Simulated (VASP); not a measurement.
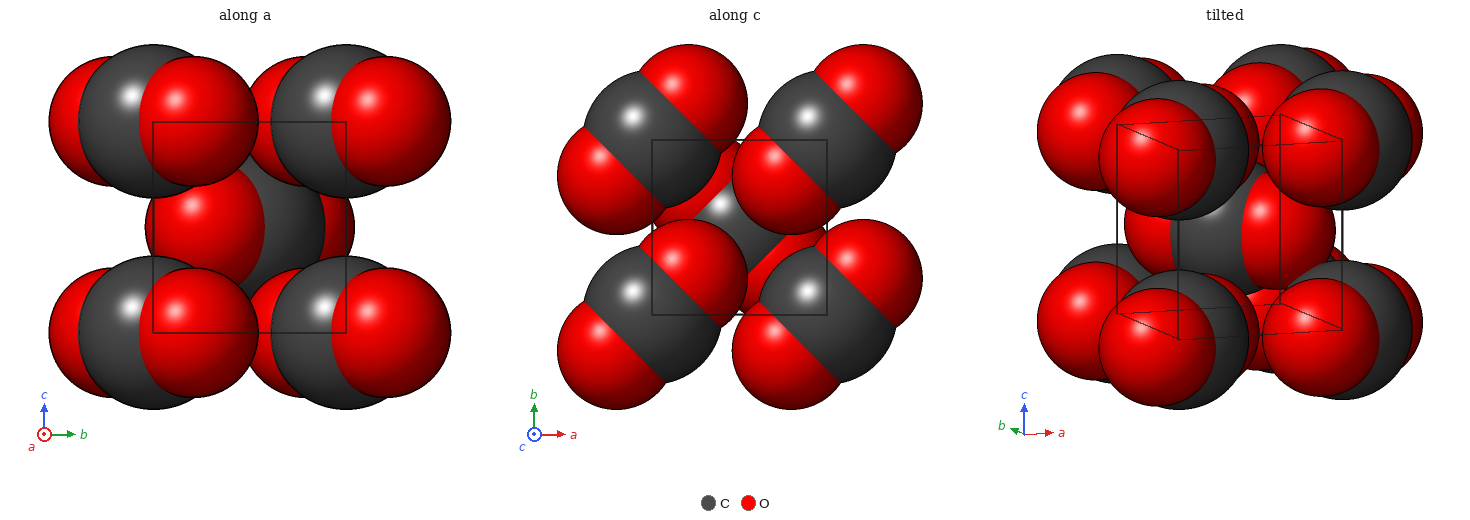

Crystal structure, space-filling style, seen along the a axis, along the c axis and slightly off an axis. Lines trace the edges of the conventional unit cell. Finite groups of bonded atoms are drawn whole.

What is this?

This is CO₂. The lattice is primitive tetragonal and the space group P4_2/mnm (No. 136). There are 6 atoms in the cell: 2 C, 4 O. C bonds to two O in a linear arrangement. The neighbours of O is one C.

The structure was taken from a structure listed in the Materials Project. The cell was then strained or its atoms displaced on purpose. A calculation with VASP used it as input.

At this level of theory the run's own cell isn't at rest (compressed, at 6 GPa), so its distances can differ from those at equilibrium, the more so the softer the solid.
